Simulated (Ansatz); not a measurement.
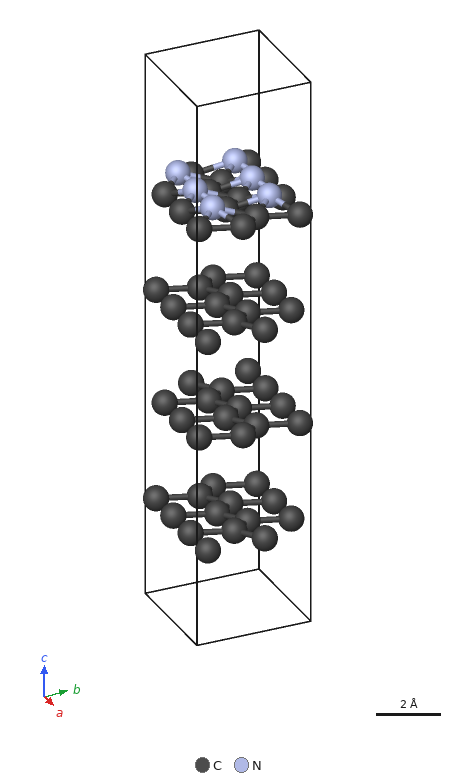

The starting structure (ball-and-stick view of the 3 × 2 repeat of the cell, with the vacuum cut short, seen slightly off an axis). An atom can appear more than once, as a periodic image. Near neighbours in the periodic cell (some may lie outside the picture): C has 3 C at 1.42 Å; C has 3 C at 1.42 Å and 3 N at 1.47 Å; N has 6 C at 1.47 Å.

## Geometry relaxation, with input and output: C8N (part 1 of 3)

The run: geometry relaxation of C8N (slab, 9 atoms in the cell). Method and program: DFT PBE+D3(BJ), scalar-relativistic, plane waves, PAW, no spin polarisation (Ansatz 0.2.0).

The structure derives from a Materials Project entry. The input holds or restrains some coordinates. Forces given for the steps count only the free coordinates. It belongs to a series of runs on one base structure; here: N put at a hollow C-C site.

Input
```yaml
crystal:
  lattice:
    - [2.4655379958, 0.0, 0.0]
    - [-1.2327689979, 2.1341461202, 0.0]
    - [0.0, 0.0, 29.1985170553]
  atoms:
    - { symbol: C, position: [0.0833101793, 0.1666203587, 0.2911106747] }
    - { symbol: C, position: [0.4166898206, 0.8333796413, 0.2911106747] }
    - { symbol: C, position: [0.5833101794, 0.1666203587, 0.4075389574] }
    - { symbol: C, position: [0.9166898206, 0.8333796413, 0.4075389574] }
    - { symbol: C, position: [0.0833101793, 0.1666203587, 0.5239644132] }
    - { symbol: C, position: [0.4166898206, 0.8333796413, 0.5239644132] }
    - { symbol: C, position: [0.5833101794, 0.1666203587, 0.640392696] }
    - { symbol: C, position: [0.9166898206, 0.8333796413, 0.640392696] }
    - { symbol: "N", position: [0.25, 0.5, 0.6534070556] }
basis:
  ecutwfc: 420
kpoints:
  mp_grid: { grid: [12, 12, 1] }
hamiltonian:
  xc: pbe
  dispersion: d3bj
scf:
  occupations: { method: gaussian, width: 0.1 }
output:
  forces: true
  eigenvalues: true
  write_density: true
  write_potential: true
  elf: true
  volumetric_format: npy
relax:
  adjacent_minimum: "off"
  f_tol: 0.03
  max_steps: 70
  constraints: [{ sites: [0, 1, 2, 3] }]
efield:
  axis: 3
  dipole_correction: true
  ramp_width: 0.04
```

Launch command:
```bash
ansatz run input.yaml --threads 2 --pin off --max-ram 5120MiB --backend cpu --events-out ev --progress --plain --runs-dir out
```

Log
```
Engine: ansatz 0.2.0, x86_64-unknown-linux-gnu
Pseudopotentials: kind: paw
Pseudopotential: C, paw, valence charge 4, recommended cutoff 420 eV (normal), C.paw.azcp
Pseudopotential: N, paw, valence charge 5, recommended cutoff 420 eV (normal), N.paw.azcp
Functional definition: PBE
  parameter kappa = 0.804
  parameter beta = 0.06672455060314922
  exchange = pbe_x(kappa = kappa, mu = beta*pi^2/3)
  correlation = pbe_c(beta = beta)
Crystal: 9 atoms, lattice volume = 153.637 Å³
Basis set: ecut = 420 eV, 2887 PW (Γ), exchange–correlation on 36×36×400 points (8 copies of the dense FFT grid, shifted against one another)
Bands: 28, of which v1, the nominal top of the filled ones, is band 19 counted from 1 (18 counted from 0)
Symmetry: 4 space group operations
Space group: Cmm2 (ITA 35), of the structure as read, at distance tolerance 5.4e-5 Å
k-points: 43 of 144
Non-local potential: C, projectors of the file, l = 0: 2, l = 1: 2, l = 2: 1
Non-local potential: N, projectors of the file, l = 0: 2, l = 1: 2, l = 2: 1
PAW form: soft (Blöchl's): semilocal exchange-correlation on the pseudo side does not see the compensation charge
PAW one-centre angular grid: C, 110 points (default); XC on 64 Gauss nodes
PAW one-centre angular grid: N, 110 points (default); XC on 64 Gauss nodes
Initial density: superposition of atomic densities (neutral atoms: chi_scale 0, normalization atom), corrected by the library's trained network
Initial wavefunctions: pseudopotential atomic-orbital guess
Functional: x = pbe(κ = 0.804, μ = 0.2195149727645171), c = pbe(β = 0.06672455060314922)
SCF iter   1: F=—  HF=-2375.634931 eV  |F-HF|=—  |Δ(HF+E_count)|=         —  Δρ=2.55e-2  dr2=5.16e0  ethr=1.77e-3  p=0.126 e·Å  D=1.48e-1 V/Å  ΔV_dip=-4.32 eV  dr2_dipole=1.90e0  V_vac-E_F(+/−)=1.26/5.57 eV  ⟨swp⟩=9.3  Hψ=7412  notcnv=0  defer=24
efield: sawtooth ramp at fractional position 0.9523 (placed from the atoms, in the widest stretch of the axis that holds none; the zero of the levels goes with the place), width 0.0400; the density the first Hamiltonian is built on has a dipole p = 0.126 e·Å; the dipole correction subtracts the counter field D = 1.48e-1 V/Å, which shifts the + side's vacuum level by -4.32 eV against the − side's; the planar-averaged density in the ramp window peaks in size at 2.7e-5 e/Å³
preconditioner: auto → LDOS  [insulator: Δε(μ)=0.210 eV  Ē_g=14.441 eV  σ=0.100 eV  W_gap=0.72  n_scr=20 (ndim 8)  ℏωp=17.8 eV  f_vac=0.521  D(μ)=0.39/eV (n_scr^D=6)  ε∞_Penn≈2.5  β→1.0]
SCF iter   2: F=—  HF=-2395.620668 eV  |F-HF|=—  |Δ(HF+E_count)|=    2.00e1  Δρ=1.48e-1  dr2=9.60e2  ethr=1.77e-3  p=-0.395 e·Å  D=-4.65e-1 V/Å  ΔV_dip=13.59 eV  dr2_dipole=5.47e2  V_vac-E_F(+/−)=13.02/-0.57 eV  ⟨swp⟩=9.0  Hψ=4849  notcnv=0  defer=141  recentre
SCF iter   3: F=—  HF=-2375.472504 eV  |F-HF|=—  |Δ(HF+E_count)|=    2.01e1  Δρ=2.07e-2  dr2=4.35e0  ethr=1.77e-3  p=0.103 e·Å  D=1.22e-1 V/Å  ΔV_dip=-3.56 eV  dr2_dipole=1.88e0  V_vac-E_F(+/−)=1.98/5.53 eV  ⟨swp⟩=4.1  Hψ=3680  notcnv=0  defer=153
SCF iter   4: F=—  HF=-2375.290473 eV  |F-HF|=—  |Δ(HF+E_count)|=   1.82e-1  Δρ=1.13e-2  dr2=6.53e-1  ethr=1.77e-3  p=0.081 e·Å  D=9.53e-2 V/Å  ΔV_dip=-2.78 eV  dr2_dipole=3.33e-1  V_vac-E_F(+/−)=2.62/5.40 eV  ⟨swp⟩=2.8  Hψ=1881  notcnv=0  defer=146
SCF iter   5: F=—  HF=-2375.260820 eV  |F-HF|=—  |Δ(HF+E_count)|=   2.97e-2  Δρ=3.59e-3  dr2=1.81e-1  ethr=1.77e-3  p=0.007 e·Å  D=8.70e-3 V/Å  ΔV_dip=-0.25 eV  dr2_dipole=7.62e-3  V_vac-E_F(+/−)=3.58/3.83 eV  ⟨swp⟩=2.9  Hψ=1809  notcnv=0  defer=161
SCF iter   6: F=—  HF=-2375.232883 eV  |F-HF|=—  |Δ(HF+E_count)|=   2.79e-2  Δρ=2.40e-3  dr2=9.77e-2  ethr=4.89e-4  p=0.011 e·Å  D=1.30e-2 V/Å  ΔV_dip=-0.38 eV  dr2_dipole=2.99e-2  V_vac-E_F(+/−)=3.76/4.14 eV  ⟨swp⟩=1.8  Hψ=1656  notcnv=0  defer=164
SCF iter   7: F=—  HF=-2375.223167 eV  |F-HF|=—  |Δ(HF+E_count)|=   9.72e-3  Δρ=1.32e-3  dr2=3.04e-2  ethr=2.64e-4  p=0.023 e·Å  D=2.67e-2 V/Å  ΔV_dip=-0.78 eV  dr2_dipole=1.48e-2  V_vac-E_F(+/−)=3.71/4.49 eV  ⟨swp⟩=2.8  Hψ=1459  notcnv=0  defer=159
SCF iter   8: F=—  HF=-2375.220731 eV  |F-HF|=—  |Δ(HF+E_count)|=   2.44e-3  Δρ=7.16e-4  dr2=1.05e-2  ethr=8.23e-5  p=0.020 e·Å  D=2.37e-2 V/Å  ΔV_dip=-0.69 eV  dr2_dipole=6.12e-3  V_vac-E_F(+/−)=3.78/4.47 eV  ⟨swp⟩=1.3  Hψ=1573  notcnv=0  defer=168
SCF iter   9: F=—  HF=-2375.219890 eV  |F-HF|=—  |Δ(HF+E_count)|=   8.41e-4  Δρ=2.80e-4  dr2=4.63e-4  ethr=2.84e-5  p=0.016 e·Å  D=1.84e-2 V/Å  ΔV_dip=-0.54 eV  dr2_dipole=2.60e-4  V_vac-E_F(+/−)=3.82/4.36 eV  ⟨swp⟩=1.3  Hψ=1096  notcnv=0  defer=168
SCF iter  10: F=—  HF=-2375.219932 eV  |F-HF|=—  |Δ(HF+E_count)|=   4.14e-5  Δρ=1.72e-4  dr2=7.29e-4  ethr=1.25e-6  p=0.014 e·Å  D=1.65e-2 V/Å  ΔV_dip=-0.48 eV  dr2_dipole=2.27e-4  V_vac-E_F(+/−)=3.84/4.32 eV  ⟨swp⟩=2.2  Hψ=1423  notcnv=0  defer=165
SCF iter  11: F=—  HF=-2375.219875 eV  |F-HF|=—  |Δ(HF+E_count)|=   5.68e-5  Δρ=6.02e-5  dr2=1.03e-4  ethr=1.25e-6  p=0.014 e·Å  D=1.60e-2 V/Å  ΔV_dip=-0.47 eV  dr2_dipole=7.05e-5  V_vac-E_F(+/−)=3.82/4.29 eV  ⟨swp⟩=1.1  Hψ=1046  notcnv=0  defer=166
SCF iter  12: F=-2375.219861 eV  HF=-2375.219873 eV  |F-HF|=1.21e-5  |Δ(HF+E_count)|=   1.95e-6  Δρ=1.86e-5  dr2=8.59e-6  ethr=6.08e-8  p=0.013 e·Å  D=1.54e-2 V/Å  ΔV_dip=-0.45 eV  dr2_dipole=4.86e-6  V_vac-E_F(+/−)=3.83/4.28 eV  ⟨swp⟩=25.8  Hψ=13456  notcnv=0
SCF 1 converged in 12 iterations: F = -2375.219861 eV  dr2 = 8.59e-6
  greatest PAW one-centre occupation: 0.822 electrons in one spin orbital (limit 2), on the N atom at site 8 (counted from 0), in its partial waves of l = 0
relax step   1: F+E_penalty+E_count = -2375.21986078 eV  Δ(F+E_penalty+E_count) = +0.000e0 eV  max|allowed force component| = 1.567e1 eV/Å  Δτ_max = 0.0000 Å  (12 SCF iters, dr2 threshold 2.25e-5 eV, accepted)
Initial density: handed on by an earlier stage of this run
Initial wavefunctions: those handed on with the density
iter 1 solved again at ethr=3.33e-4 eV; its pass at ethr=3.10e-3 eV (dr2=1.23e-1 eV) is discarded
SCF iter   1: F=—  HF=-2377.260451 eV  |F-HF|=—  |Δ(HF+E_count)|=         —  Δρ=1.30e-2  dr2=1.23e-1  ethr=3.33e-4  p=0.013 e·Å  D=1.54e-2 V/Å  ΔV_dip=-0.45 eV  dr2_dipole=1.23e-2  V_vac-E_F(+/−)=3.88/4.32 eV  ⟨swp⟩=1.2  Hψ=5526  notcnv=0  defer=118
efield: sawtooth ramp at fractional position 0.9523 (handed on by an earlier solve), width 0.0400; the density the first Hamiltonian is built on has a dipole p = 0.013 e·Å; the dipole correction subtracts the counter field D = 1.54e-2 V/Å, which shifts the + side's vacuum level by -0.45 eV against the − side's; the planar-averaged density in the ramp window peaks in size at 1.8e-6 e/Å³
preconditioner: auto → LDOS  [insulator: Δε(μ)=0.165 eV  Ē_g=15.448 eV  σ=0.100 eV  W_gap=0.67  n_scr=20 (ndim 8)  ℏωp=18.0 eV  f_vac=0.520  D(μ)=0.29/eV (n_scr^D=4)  ε∞_Penn≈2.4  β→1.0]
SCF iter   2: F=—  HF=-2377.295784 eV  |F-HF|=—  |Δ(HF+E_count)|=   3.53e-2  Δρ=5.89e-3  dr2=3.19e-1  ethr=3.32e-4  p=-0.049 e·Å  D=-5.78e-2 V/Å  ΔV_dip=1.69 eV  dr2_dipole=1.10e-1  V_vac-E_F(+/−)=5.75/4.06 eV  ⟨swp⟩=3.1  Hψ=2874  notcnv=0  defer=137  recentre
SCF iter   3: F=—  HF=-2377.234938 eV  |F-HF|=—  |Δ(HF+E_count)|=   6.08e-2  Δρ=4.21e-3  dr2=2.47e-2  ethr=3.32e-4  p=-0.001 e·Å  D=-1.50e-3 V/Å  ΔV_dip=0.04 eV  dr2_dipole=1.07e-2  V_vac-E_F(+/−)=4.38/4.34 eV  ⟨swp⟩=2.2  Hψ=2514  notcnv=0  defer=137
SCF iter   4: F=—  HF=-2377.232386 eV  |F-HF|=—  |Δ(HF+E_count)|=   2.55e-3  Δρ=1.22e-3  dr2=6.63e-3  ethr=6.68e-5  p=-0.007 e·Å  D=-8.62e-3 V/Å  ΔV_dip=0.25 eV  dr2_dipole=1.17e-3  V_vac-E_F(+/−)=4.53/4.28 eV  ⟨swp⟩=2.0  Hψ=1846  notcnv=0  defer=139
SCF iter   5: F=—  HF=-2377.231075 eV  |F-HF|=—  |Δ(HF+E_count)|=   1.31e-3  Δρ=3.78e-4  dr2=7.47e-4  ethr=1.79e-5  p=-0.010 e·Å  D=-1.20e-2 V/Å  ΔV_dip=0.35 eV  dr2_dipole=3.82e-4  V_vac-E_F(+/−)=4.63/4.28 eV  ⟨swp⟩=2.0  Hψ=1743  notcnv=0  defer=136
SCF iter   6: F=—  HF=-2377.231097 eV  |F-HF|=—  |Δ(HF+E_count)|=   2.18e-5  Δρ=1.87e-4  dr2=7.63e-4  ethr=2.02e-6  p=-0.011 e·Å  D=-1.25e-2 V/Å  ΔV_dip=0.36 eV  dr2_dipole=3.20e-4  V_vac-E_F(+/−)=4.63/4.26 eV  ⟨swp⟩=1.3  Hψ=1074  notcnv=0  defer=136
SCF iter   7: F=—  HF=-2377.231074 eV  |F-HF|=—  |Δ(HF+E_count)|=   2.32e-5  Δρ=9.84e-5  dr2=2.76e-4  ethr=2.02e-6  p=-0.011 e·Å  D=-1.25e-2 V/Å  ΔV_dip=0.37 eV  dr2_dipole=1.27e-4  V_vac-E_F(+/−)=4.63/4.27 eV  ⟨swp⟩=1.0  Hψ=1145  notcnv=0  defer=136
SCF iter   8: F=-2377.231026 eV  HF=-2377.231063 eV  |F-HF|=3.71e-5  |Δ(HF+E_count)|=   1.08e-5  Δρ=2.87e-5  dr2=2.59e-5  ethr=2.70e-7  p=-0.011 e·Å  D=-1.24e-2 V/Å  ΔV_dip=0.36 eV  dr2_dipole=1.18e-5  V_vac-E_F(+/−)=4.63/4.27 eV  ⟨swp⟩=23.4  Hψ=12879  notcnv=0
SCF 2 converged in 8 iterations: F = -2377.231026 eV  dr2 = 2.59e-5
  greatest PAW one-centre occupation: 0.832 electrons in one spin orbital (limit 2), on the N atom at site 8 (counted from 0), in its partial waves of l = 0
relax step   2: F+E_penalty+E_count = -2377.23102586 eV  Δ(F+E_penalty+E_count) = -2.011e0 eV  max|allowed force component| = 1.437e1 eV/Å  Δτ_max = 0.1051 Å  (8 SCF iters, dr2 threshold 1.00e-4 eV, accepted)
[... from here on the SCF iterations and repeated set-up lines of each step are left out, up to the last step ...]
SCF 3 converged in 9 iterations: F = -2380.858032 eV  dr2 = 1.99e-5
relax step   3: F+E_penalty+E_count = -2380.85803177 eV  Δ(F+E_penalty+E_count) = -3.627e0 eV  max|allowed force component| = 1.091e1 eV/Å  Δτ_max = 0.1959 Å  (9 SCF iters, dr2 threshold 1.00e-4 eV, accepted)
SCF 4 converged in 7 iterations: F = -2383.483798 eV  dr2 = 2.85e-5
relax step   4: F+E_penalty+E_count = -2383.48379801 eV  Δ(F+E_penalty+E_count) = -2.626e0 eV  max|allowed force component| = 7.651e0 eV/Å  Δτ_max = 0.1950 Å  (7 SCF iters, dr2 threshold 1.00e-4 eV, accepted)
SCF 5 converged in 6 iterations: F = -2385.204017 eV  dr2 = 1.79e-5
relax step   5: F+E_penalty+E_count = -2385.20401655 eV  Δ(F+E_penalty+E_count) = -1.720e0 eV  max|allowed force component| = 4.165e0 eV/Å  Δτ_max = 0.1950 Å  (6 SCF iters, dr2 threshold 1.00e-4 eV, accepted)
SCF 6 converged in 7 iterations: F = -2385.990361 eV  dr2 = 8.39e-6
relax step   6: F+E_penalty+E_count = -2385.99036075 eV  Δ(F+E_penalty+E_count) = -7.863e-1 eV  max|allowed force component| = 2.355e0 eV/Å  Δτ_max = 0.1949 Å  (7 SCF iters, dr2 threshold 1.00e-4 eV, accepted)
SCF 7 converged in 6 iterations: F = -2386.465040 eV  dr2 = 4.45e-6
relax step   7: F+E_penalty+E_count = -2386.46504003 eV  Δ(F+E_penalty+E_count) = -4.747e-1 eV  max|allowed force component| = 1.328e0 eV/Å  Δτ_max = 0.1949 Å  (6 SCF iters, dr2 threshold 1.00e-4 eV, accepted)
SCF 8 converged in 7 iterations: F = -2386.743983 eV  dr2 = 4.98e-6
relax step   8: F+E_penalty+E_count = -2386.74398333 eV  Δ(F+E_penalty+E_count) = -2.789e-1 eV  max|allowed force component| = 1.094e0 eV/Å  Δτ_max = 0.1976 Å  (7 SCF iters, dr2 threshold 1.00e-4 eV, accepted)
SCF 9 converged in 7 iterations: F = -2386.958524 eV  dr2 = 6.83e-6
relax step   9: F+E_penalty+E_count = -2386.95852353 eV  Δ(F+E_penalty+E_count) = -2.145e-1 eV  max|allowed force component| = 6.667e-1 eV/Å  Δτ_max = 0.1949 Å  (7 SCF iters, dr2 threshold 1.00e-4 eV, accepted)
SCF 10 converged in 7 iterations: F = -2387.084423 eV  dr2 = 1.35e-5
relax step  10: F+E_penalty+E_count = -2387.08442286 eV  Δ(F+E_penalty+E_count) = -1.259e-1 eV  max|allowed force component| = 4.301e-1 eV/Å  Δτ_max = 0.1949 Å  (7 SCF iters, dr2 threshold 1.00e-4 eV, accepted)
SCF 11 converged in 6 iterations: F = -2387.155200 eV  dr2 = 3.45e-6
relax step  11: F+E_penalty+E_count = -2387.15519982 eV  Δ(F+E_penalty+E_count) = -7.078e-2 eV  max|allowed force component| = 2.232e-1 eV/Å  Δτ_max = 0.1964 Å  (6 SCF iters, dr2 threshold 6.87e-5 eV, accepted)
SCF 12 converged in 7 iterations: F = -2387.191290 eV  dr2 = 3.11e-6
```
